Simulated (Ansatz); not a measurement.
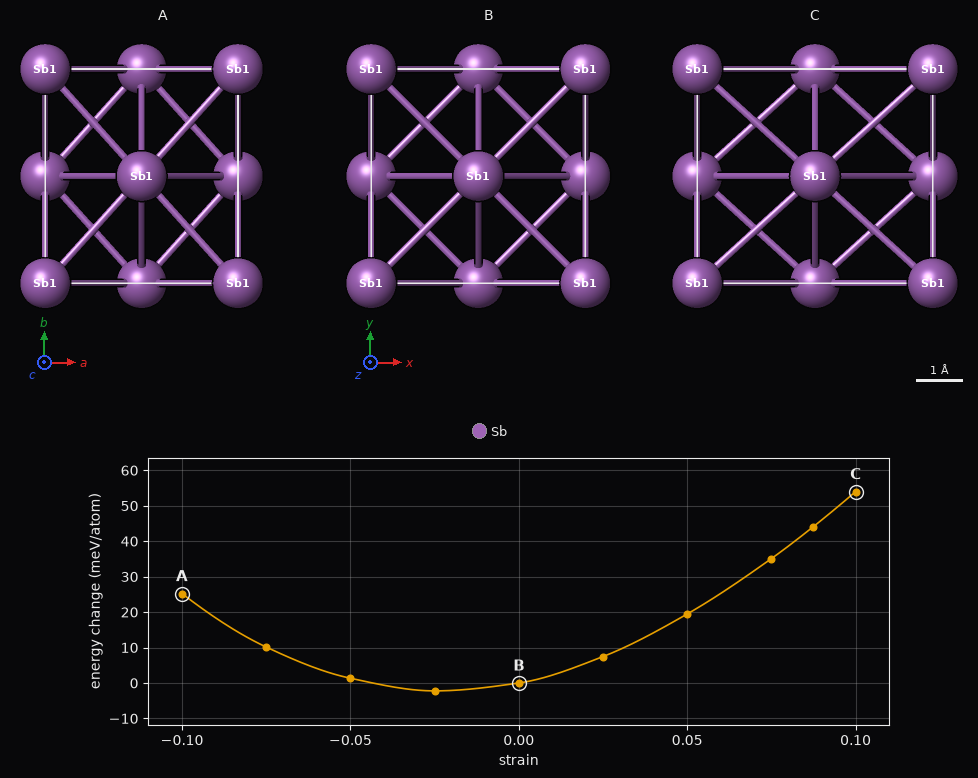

A scan of crystalline Sb (Fm-3m): the cell is strained along x alone, with the atoms kept at their fractional coordinates. x, y and z are the Cartesian axes of the input. The lettered frames are marked on the plot. A ball-and-stick model of the conventional cell (4 times the calculation's cell), seen along the c axis. Lengths and directions refer to the drawn axes.

The calculation used DFT PBEsol, scalar-relativistic, plane waves, PAW (Ansatz). Settings: plane-wave cutoff 420 eV; k-point mesh 18 × 18 × 18; occupations gaussian; smearing width 0.15 eV; no spin polarisation. Energies (free energies at the smearing named) are counted from the cell as listed in its source, which wasn't relaxed.

Describe the profile.

Answer. The lowest computed point lies at the strain −0.025 (−2.2 meV/atom). At the ends of the scan the energy is 25.2 meV/atom (−0.10) and 54.0 meV/atom (0.10). The unrelaxed reference is under a pressure of −1.2 GPa, which tilts the curve. The distortion takes the space group from Fm-3m to I4/mmm. At the strain −0.10 the cell of the drawing goes a 4.742 → 4.268 Å.
